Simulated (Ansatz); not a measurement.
## Single-point calculation, with input and output: WS2 (part 2 of 3)

The same run, continued: WS2 (P6₃/mmc, 6 atoms in the cell); DFT PBE+U, scalar-relativistic, plane waves, PAW, Ueff = 4 eV on W atom 1 d; Ueff = 4 eV on W atom 2 d, spin-polarised (Ansatz 0.2.0); cutoff 420 eV, 7×7×2 k-mesh, Gaussian smearing of 0.05 eV, collinear spins. The structure derives from an entry of the Crystallography Open Database. It belongs to a series of runs on one base structure; here: random orbitals: harmonics, high filling.

Geometry of the input (Å; fractional positions):
```
3.1800  0.0000  0.0000
-1.5900  2.7540  0.0000
0.0000  0.0000  12.5000
W  0.3333  0.6667  0.2500
W  0.6667  0.3333  0.7500
S  0.3333  0.6667  0.6200
S  0.6667  0.3333  0.1200
S  0.3333  0.6667  0.8800
S  0.6667  0.3333  0.3800
```

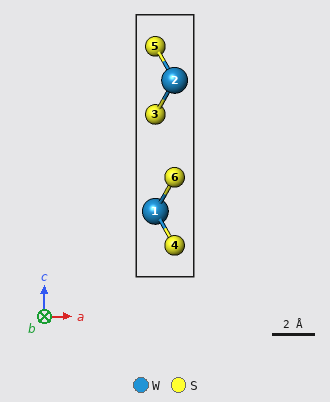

*The structure as given in the input (ball-and-stick view of the cell of the calculation, along the b axis; atoms are numbered from 1 in the order of the input).*

The program's output, continued:
```
SCF iter   1: F=—  HF=-24366.716486 eV  |F-HF|=—  |Δ(HF+E_count)|=         —  Δρ=5.54e-2 (↑5.42e-2 ↓5.54e-2)  dr2=6.27e0  dr2_m=1.99e0  M=0.088 μB ∫|m|=1.977 μB  β_m=0.30  ethr=3.10e-3  ⟨swp⟩=6.5  Hψ=10402  notcnv=0
preconditioner: auto → Kerker (q_TF=auto, 2.410 Å⁻¹)  [metal: Δε(μ)=0.005 eV  Ē_g=9.432 eV  σ=0.050 eV  W_gap=0.06  n_scr=26 (ndim 8)  ℏωp=21.3 eV  f_vac=0.001  D(μ)=4.07/eV (n_scr^D=40)]
spin=Collinear: Kerker preconditioning applied to the charge; magnetization (m = ρ↑ − ρ↓) channel mixes plain (no charge-response kernel on spin).
SCF iter   2: F=—  HF=-24366.022470 eV  |F-HF|=—  |Δ(HF+E_count)|=   6.94e-1  Δρ=3.83e-2 (↑3.79e-2 ↓3.83e-2)  dr2=1.97e0  dr2_m=1.05e0  M=0.113 μB ∫|m|=2.013 μB  β_m=0.30  ethr=3.10e-3  ⟨swp⟩=3.9  Hψ=4515  notcnv=0  defer=105
SCF iter   3: F=—  HF=-24365.785322 eV  |F-HF|=—  |Δ(HF+E_count)|=   2.37e-1  Δρ=2.40e-2 (↑2.40e-2 ↓2.40e-2)  dr2=3.75e-1  dr2_m=5.19e-1  M=0.061 μB ∫|m|=2.090 μB  β_m=0.30  ethr=3.10e-3  ⟨swp⟩=3.1  Hψ=3721  notcnv=0  defer=105
SCF iter   4: F=—  HF=-24365.859129 eV  |F-HF|=—  |Δ(HF+E_count)|=   7.38e-2  Δρ=1.67e-2 (↑1.66e-2 ↓1.67e-2)  dr2=6.51e-2  dr2_m=2.69e-1  M=0.076 μB ∫|m|=2.057 μB  β_m=0.30  ethr=7.21e-4  ⟨swp⟩=2.1  Hψ=3112  notcnv=0  defer=119
SCF iter   5: F=—  HF=-24365.901589 eV  |F-HF|=—  |Δ(HF+E_count)|=   4.25e-2  Δρ=1.19e-2 (↑1.18e-2 ↓1.19e-2)  dr2=1.65e-2  dr2_m=1.38e-1  M=0.061 μB ∫|m|=2.061 μB  β_m=0.30  ethr=1.25e-4  ⟨swp⟩=2.1  Hψ=3431  notcnv=0  defer=119
SCF iter   6: F=—  HF=-24365.932210 eV  |F-HF|=—  |Δ(HF+E_count)|=   3.06e-2  Δρ=8.52e-3 (↑8.52e-3 ↓8.47e-3)  dr2=2.43e-3  dr2_m=7.19e-2  M=0.061 μB ∫|m|=2.048 μB  β_m=0.30  ethr=3.17e-5  ⟨swp⟩=2.2  Hψ=3437  notcnv=0  defer=119
SCF iter   7: F=—  HF=-24365.947876 eV  |F-HF|=—  |Δ(HF+E_count)|=   1.57e-2  Δρ=6.12e-3 (↑6.12e-3 ↓6.09e-3)  dr2=6.53e-4  dr2_m=3.72e-2  M=0.061 μB ∫|m|=2.045 μB  β_m=0.30  ethr=4.68e-6  ⟨swp⟩=2.0  Hψ=3414  notcnv=0  defer=119
Mixer restart at iter 7: flushing history
spin-set hold released at iteration 7 (site moments contracting): the magnetisation degrees of freedom join the quasi-Newton model from the next iteration; the mixer history was flushed
SCF iter   8: F=—  HF=-24365.956589 eV  |F-HF|=—  |Δ(HF+E_count)|=   8.71e-3  Δρ=4.41e-3 (↑4.41e-3 ↓4.41e-3)  dr2=4.25e-4  dr2_m=1.94e-2  M=0.061 μB ∫|m|=2.041 μB  β_m=0.65  ethr=1.25e-6  ⟨swp⟩=2.1  Hψ=3689  notcnv=0  defer=115
SCF iter   9: F=—  HF=-24365.967262 eV  |F-HF|=—  |Δ(HF+E_count)|=   1.07e-2  Δρ=2.62e-4 (↑2.54e-4 ↓2.62e-4)  dr2=8.76e-5  dr2_m=6.00e-5  M=0.059 μB ∫|m|=2.029 μB  β_m=0.82  ethr=8.17e-7  ⟨swp⟩=3.1  Hψ=4804  notcnv=0  defer=112
SCF iter  10: F=—  HF=-24365.967409 eV  |F-HF|=—  |Δ(HF+E_count)|=   1.47e-4  Δρ=1.02e-4 (↑9.58e-5 ↓1.02e-4)  dr2=4.79e-5  dr2_m=7.66e-6  M=0.059 μB ∫|m|=2.026 μB  β_m=0.91  ethr=1.68e-7  ⟨swp⟩=2.7  Hψ=3897  notcnv=0  defer=93
SCF iter  11: F=—  HF=-24365.967439 eV  |F-HF|=—  |Δ(HF+E_count)|=   2.98e-5  Δρ=2.15e-5 (↑2.07e-5 ↓2.15e-5)  dr2=1.61e-5  dr2_m=1.24e-7  M=0.059 μB ∫|m|=2.024 μB  β_m=0.96  ethr=9.22e-8  ⟨swp⟩=2.1  Hψ=3245  notcnv=0  defer=93
SCF iter  12: F=—  HF=-24365.967438 eV  |F-HF|=—  |Δ(HF+E_count)|=   2.20e-7  Δρ=1.91e-5 (↑1.91e-5 ↓9.95e-6)  dr2=9.41e-6  dr2_m=4.21e-8  M=0.059 μB ∫|m|=2.023 μB  β_m=0.88  ethr=3.09e-8  ⟨swp⟩=2.0  Hψ=2810  notcnv=0  defer=93
SCF iter  13: F=—  HF=-24365.967437 eV  |F-HF|=—  |Δ(HF+E_count)|=   1.25e-6  Δρ=1.00e-5 (↑1.00e-5 ↓8.45e-6)  dr2=2.81e-6  dr2_m=4.17e-8  M=0.059 μB ∫|m|=2.023 μB  β_m=0.94  ethr=1.81e-8  ⟨swp⟩=1.4  Hψ=2148  notcnv=0  defer=93
SCF iter  14: F=—  HF=-24365.967437 eV  |F-HF|=—  |Δ(HF+E_count)|=   2.93e-7  Δρ=4.63e-6 (↑3.82e-6 ↓4.63e-6)  dr2=6.22e-7  dr2_m=5.84e-9  M=0.059 μB ∫|m|=2.024 μB  β_m=0.97  ethr=5.41e-9  ⟨swp⟩=2.1  Hψ=2630  notcnv=0  defer=93
SCF iter  15: F=—  HF=-24365.967437 eV  |F-HF|=—  |Δ(HF+E_count)|=   5.23e-8  Δρ=2.23e-6 (↑2.01e-6 ↓2.23e-6)  dr2=7.94e-8  dr2_m=1.37e-9  M=0.059 μB ∫|m|=2.024 μB  β_m=0.97  ethr=1.20e-9  ⟨swp⟩=2.0  Hψ=2694  notcnv=0  defer=93
Mixer restart at iter 15: flushing history
SCF iter  16: F=—  HF=-24365.974834 eV  |F-HF|=—  |Δ(HF+E_count)|=         —  Δρ=1.08e-5 (↑1.08e-5 ↓1.04e-5)  dr2=1.44e-6  dr2_m=2.38e-8  M=0.059 μB ∫|m|=2.023 μB  β_m=0.97  ethr=1.53e-10  ⟨swp⟩=3.2  Hψ=4087  notcnv=0  defer=93
SCF iter  17: F=—  HF=-24372.377264 eV  |F-HF|=—  |Δ(HF+E_count)|=    6.40e0  Δρ=1.52e-2 (↑1.52e-2 ↓1.52e-2)  dr2=1.78e0  dr2_m=6.45e-2  M=0.000 μB ∫|m|=1.210 μB  β_m=0.01  ethr=1.53e-10  ⟨swp⟩=8.1  Hψ=12022  notcnv=0  defer=89
SCF iter  18: F=—  HF=-24372.377386 eV  |F-HF|=—  |Δ(HF+E_count)|=   1.23e-4  Δρ=1.51e-2 (↑1.51e-2 ↓1.50e-2)  dr2=1.74e0  dr2_m=6.41e-2  M=0.000 μB ∫|m|=1.205 μB  β_m=0.01  ethr=1.53e-10  ⟨swp⟩=4.0  Hψ=6842  notcnv=0  defer=97
SCF iter  19: F=—  HF=-24372.368483 eV  |F-HF|=—  |Δ(HF+E_count)|=   8.90e-3  Δρ=1.47e-2 (↑1.47e-2 ↓1.47e-2)  dr2=1.64e0  dr2_m=6.20e-2  M=0.000 μB ∫|m|=1.196 μB  β_m=0.02  ethr=1.53e-10  ⟨swp⟩=5.0  Hψ=7021  notcnv=0  defer=97
SCF iter  20: F=—  HF=-24372.336440 eV  |F-HF|=—  |Δ(HF+E_count)|=   3.20e-2  Δρ=1.40e-2 (↑1.40e-2 ↓1.39e-2)  dr2=1.42e0  dr2_m=5.98e-2  M=0.000 μB ∫|m|=1.190 μB  β_m=0.03  ethr=1.53e-10  ⟨swp⟩=5.8  Hψ=7993  notcnv=0  defer=97
SCF iter  21: F=—  HF=-24372.271241 eV  |F-HF|=—  |Δ(HF+E_count)|=   6.52e-2  Δρ=1.23e-2 (↑1.23e-2 ↓1.23e-2)  dr2=9.71e-1  dr2_m=5.56e-2  M=0.000 μB ∫|m|=1.177 μB  β_m=0.08  ethr=1.53e-10  ⟨swp⟩=6.1  Hψ=9367  notcnv=0  defer=97
SCF iter  22: F=—  HF=-24372.197573 eV  |F-HF|=—  |Δ(HF+E_count)|=   7.37e-2  Δρ=9.79e-3 (↑9.79e-3 ↓9.56e-3)  dr2=3.78e-1  dr2_m=4.79e-2  M=0.000 μB ∫|m|=1.146 μB  β_m=0.30  ethr=1.53e-10  ⟨swp⟩=7.0  Hψ=10266  notcnv=0  defer=97
SCF iter  23: F=—  HF=-24372.337349 eV  |F-HF|=—  |Δ(HF+E_count)|=   1.40e-1  Δρ=7.51e-3 (↑7.51e-3 ↓7.16e-3)  dr2=6.31e-2  dr2_m=3.37e-2  M=0.000 μB ∫|m|=0.998 μB  β_m=0.48  ethr=1.53e-10  ⟨swp⟩=7.1  Hψ=11212  notcnv=0  defer=114
SCF iter  24: F=—  HF=-24372.608810 eV  |F-HF|=—  |Δ(HF+E_count)|=   2.71e-1  Δρ=5.30e-3 (↑5.30e-3 ↓4.84e-3)  dr2=3.36e-2  dr2_m=1.74e-2  M=0.000 μB ∫|m|=0.693 μB  β_m=0.98  ethr=1.53e-10  ⟨swp⟩=6.5  Hψ=10707  notcnv=0  defer=140
SCF iter  25: F=—  HF=-24372.754605 eV  |F-HF|=—  |Δ(HF+E_count)|=   1.46e-1  Δρ=1.81e-3 (↑1.40e-3 ↓1.81e-3)  dr2=8.65e-3  dr2_m=1.99e-3  M=0.000 μB ∫|m|=0.235 μB  β_m=0.99  ethr=1.53e-10  ⟨swp⟩=7.1  Hψ=11107  notcnv=0  defer=139
SCF iter  26: F=—  HF=-24372.771564 eV  |F-HF|=—  |Δ(HF+E_count)|=   1.70e-2  Δρ=7.22e-4 (↑7.22e-4 ↓7.08e-4)  dr2=4.48e-3  dr2_m=2.92e-4  M=0.000 μB ∫|m|=0.091 μB  β_m=1.00  ethr=1.53e-10  ⟨swp⟩=6.3  Hψ=9811  notcnv=0  defer=137
SCF iter  27: F=—  HF=-24372.774278 eV  |F-HF|=—  |Δ(HF+E_count)|=   2.71e-3  Δρ=3.70e-4 (↑3.70e-4 ↓2.74e-4)  dr2=1.03e-3  dr2_m=5.68e-5  M=0.000 μB ∫|m|=0.040 μB  β_m=1.00  ethr=1.53e-10  ⟨swp⟩=6.1  Hψ=8566  notcnv=0  defer=135
SCF iter  28: F=—  HF=-24372.774767 eV  |F-HF|=—  |Δ(HF+E_count)|=   4.89e-4  Δρ=1.49e-4 (↑1.11e-4 ↓1.49e-4)  dr2=6.06e-4  dr2_m=8.21e-6  M=0.000 μB ∫|m|=0.015 μB  β_m=1.00  ethr=1.53e-10  ⟨swp⟩=5.0  Hψ=7433  notcnv=0  defer=135
SCF iter  29: F=—  HF=-24372.774749 eV  |F-HF|=—  |Δ(HF+E_count)|=   1.82e-5  Δρ=6.15e-5 (↑5.70e-5 ↓6.15e-5)  dr2=2.98e-4  dr2_m=4.59e-7  M=0.000 μB ∫|m|=0.004 μB  β_m=1.00  ethr=1.53e-10  ⟨swp⟩=4.2  Hψ=6505  notcnv=0  defer=135
SCF iter  30: F=—  HF=-24372.774684 eV  |F-HF|=—  |Δ(HF+E_count)|=   6.49e-5  Δρ=5.33e-5 (↑5.33e-5 ↓4.40e-5)  dr2=8.97e-5  dr2_m=1.00e-6  M=0.000 μB ∫|m|=0.005 μB  β_m=1.00  ethr=1.53e-10  ⟨swp⟩=4.1  Hψ=6190  notcnv=0  defer=135
SCF iter  31: F=—  HF=-24372.774669 eV  |F-HF|=—  |Δ(HF+E_count)|=   1.52e-5  Δρ=4.14e-5 (↑3.91e-5 ↓4.14e-5)  dr2=1.86e-5  dr2_m=8.12e-7  M=0.000 μB ∫|m|=0.004 μB  β_m=1.00  ethr=1.53e-10  ⟨swp⟩=4.2  Hψ=5816  notcnv=0  defer=135
SCF iter  32: F=—  HF=-24372.774668 eV  |F-HF|=—  |Δ(HF+E_count)|=   4.91e-7  Δρ=1.45e-5 (↑1.31e-5 ↓1.45e-5)  dr2=8.59e-7  dr2_m=1.46e-7  M=0.000 μB ∫|m|=0.002 μB  β_m=1.00  ethr=1.53e-10  ⟨swp⟩=3.4  Hψ=5089  notcnv=0  defer=137
iter 33 did not close the SCF: its close was put off for a magnetic moment that had not settled (scf_convergence_deferred on its scf_iter line)
SCF iter  33: F=-24372.774669 eV  HF=-24372.774669 eV  |F-HF|=5.40e-8  |Δ(HF+E_count)|=   9.13e-7  Δρ=5.95e-6 (↑5.95e-6 ↓5.32e-6)  dr2=9.65e-8  dr2_m=1.90e-8  M=0.000 μB ∫|m|=0.001 μB  β_m=1.00  ethr=1.53e-10  ⟨swp⟩=13.4  Hψ=16419  notcnv=0
iter 34 did not close the SCF: its close was put off for a magnetic moment that had not settled (scf_convergence_deferred on its scf_iter line)
SCF iter  34: F=-24372.774669 eV  HF=-24372.774669 eV  |F-HF|=1.29e-8  |Δ(HF+E_count)|=   2.02e-7  Δρ=2.18e-6 (↑2.18e-6 ↓2.03e-6)  dr2=8.47e-9  dr2_m=3.14e-9  M=0.000 μB ∫|m|=0.000 μB  β_m=1.00  ethr=1.53e-10  ⟨swp⟩=7.0  Hψ=13600  notcnv=0
iter 35 did not close the SCF: its close was put off for a magnetic moment that had not settled (scf_convergence_deferred on its scf_iter line)
SCF iter  35: F=-24372.774669 eV  HF=-24372.774669 eV  |F-HF|=1.36e-9  |Δ(HF+E_count)|=   3.14e-8  Δρ=8.88e-7 (↑7.36e-7 ↓8.88e-7)  dr2=5.29e-10  dr2_m=5.90e-10  M=0.000 μB ∫|m|=0.000 μB  β_m=1.00  ethr=1.63e-11  ⟨swp⟩=6.2  Hψ=13022  notcnv=0
SCF iter  36: F=-24372.774669 eV  HF=-24372.774669 eV  |F-HF|=1.09e-10  |Δ(HF+E_count)|=   3.64e-9  Δρ=3.10e-7 (↑3.10e-7 ↓2.56e-7)  dr2=2.87e-10  dr2_m=4.90e-11  M=0.000 μB ∫|m|=0.000 μB  ethr=1.02e-12  ⟨swp⟩=5.7  Hψ=11845  notcnv=0
WARN: the starting moments were not kept: the SCF closed with an absolute magnetisation of 3.4e-5 μB, where they sum to 4 μB in size (2 sites). That is at most 0.1 of that sum. Measured as dr2_m measures the in/out step, that magnetisation stands 9.4e-11 eV from none, at or under the dr2_threshold of 1.0e-7 eV: it is no larger than a step whose dr2_m would equal this threshold. The system may hold no moment; this SCF shows only that its start led to no more than that. To try another start: raise the starting moments (crystal.atoms[].spin, magnetization.per_species, magnetization.initial_magnetization, or on a non-collinear deck that types none of these the spinor_matrix: blocks that start its atoms; where the total moment is fixed, keep their sum and leave initial_magnetization as it is; typed ones take the place of any that the run laid by itself, positive ones on a crystal's lanthanoids without a Hubbard term where scf.initial_density.shell_occupations: [] is typed) or, if the notice of its spin-set hold's release reads "site moments contracting" or "site moments show no strong build", lengthen the hold (scf.mixing.spin_hold: { on: { confirm: 4 } }; for m-r²SCAN on two components see the key's manual first). Each may lead to a state that holds a moment. A second SCF, from the converged charge density, with the starting moments and any scf.initial_density.shell_occupations laid on it anew, would have followed, and was not run: the deck does not ask for one (magnetization.retry_lost_moments is false, the default). To let it run, set magnetization.retry_lost_moments: true and run the deck again, where that key's refused combinations let it; where memory then withholds it, that run's warning says so.
WARN: hamiltonian.hubbard: on 4 of 4 specified blocks the occupation matrix of this SCF's result fails the test of the specified filling. At site 0 ↑ (sites count from 0 in the list of atoms of the cell that this SCF solves) the least filled combination of the orbitals specified full has occupation 0.430, and the fullest combination of the orbitals specified empty has occupation 0.574; the filling counts as kept where the first is at least 0.75 and exceeds the second by more than 0.25. The same holds at site 0 ↓, site 1 ↑, site 1 ↓. The state of this SCF's result may not hold the specified filling, though these bounds can also misjudge a state that does. This warning does not say which state is lower in energy, or whether the specified filling is a self-consistent state at all; see hamiltonian.hubbard.sites[].starting_ns, Limitations, and scf.initial_density.shell_occupations in the input reference
SCF 1 converged in 36 iterations: F = -24372.774669 eV  dr2 = 2.87e-10
  greatest PAW one-centre occupation: 1.000 electrons in one spin orbital (limit 2), on the W atom at site 0 (counted from 0), in its partial waves of l = 0
SCF converged after 36 iterations
Magnetization: 0.0000 μB (26.0000 up, 26.0000 down)
Absolute magnetization: 0.0000 μB (∫|ρ↑−ρ↓|, with the PAW one-centre terms)
Spin contamination: 0.0000 ħ² per cell (⟨S²⟩ above its minimum at these occupations)
Per-site moments (μB) at R_I (Å): [(-5.889197994509177e-6, 1.011375944842273), (4.410633505664591e-6, 1.011375944842273), (-2.3393474221533274e-6, 1.011375944842273), (3.114904464877232e-6, 1.011375944842273), (-2.3393474221671946e-6, 1.011375944842273), (3.1149044648457947e-6, 1.011375944842273)]
Free energy (F): -24372.774669 eV
Harris-Foulkes:  -24372.774669 eV  (|F-HF|=1.09e-10)
Internal energy: -24372.774669 eV  (E = F + TS)
E sigma→0 (E₀):  -24372.774669 eV
Fermi energy:    11.525087 eV
--- Per-component energies (eV) ---
  E_band       = -392.054702
  E_kinetic    = 1325.526879
  E_local      = -3459.111335  (includes V_loc(G=0)·N_el)
  E_nonlocal   = 114.389387
  E_hartree    = 1361.797232
  E_xc         = -922.002944
  E_vxc        = -827.046007  (∫ρ·V_xc dr)
  E_hubbard    = 9.876346  (on-site DFT+U / exact-exchange correction)
  E_vhub       = 0.212546  (the Hubbard potential's part of the band-sum identity)
  E_paw        = -19525.705105  (= ΣΔE_a)
  E_vpaw       = -269.621340  (= ΣTr[D̂ρ^β])
  E_aug_tail   = -0.000109  (compensation charges beyond the density's cutoff)
  E_ewald      = -3277.545019
  E_smearing   = -0.000000  (= −TS)
  E_closure    = -0.000000  (closes the sum)
  Σ components = -24372.774669   (vs F -24372.774669, Δ=0.00e0)
```
